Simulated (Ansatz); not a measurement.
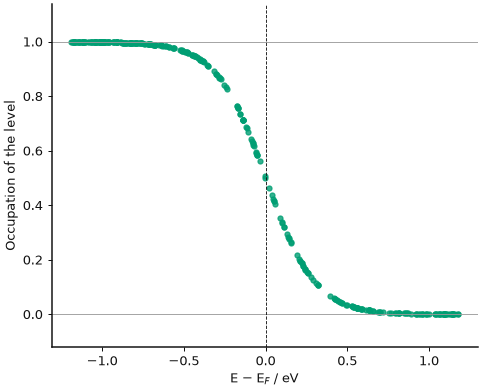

Occupations of the one-electron levels of the k mesh against their energy, from a run on FeNi₂, space group Fd-3m, 6 atoms in the cell, with Ansatz.

> Name the smearing function and its width.

Fermi-Dirac smearing with a width of 0.15 eV. The occupations stay between 0 and 1 and have long exponential tails; the slope at the Fermi level is 1/(4 × width).
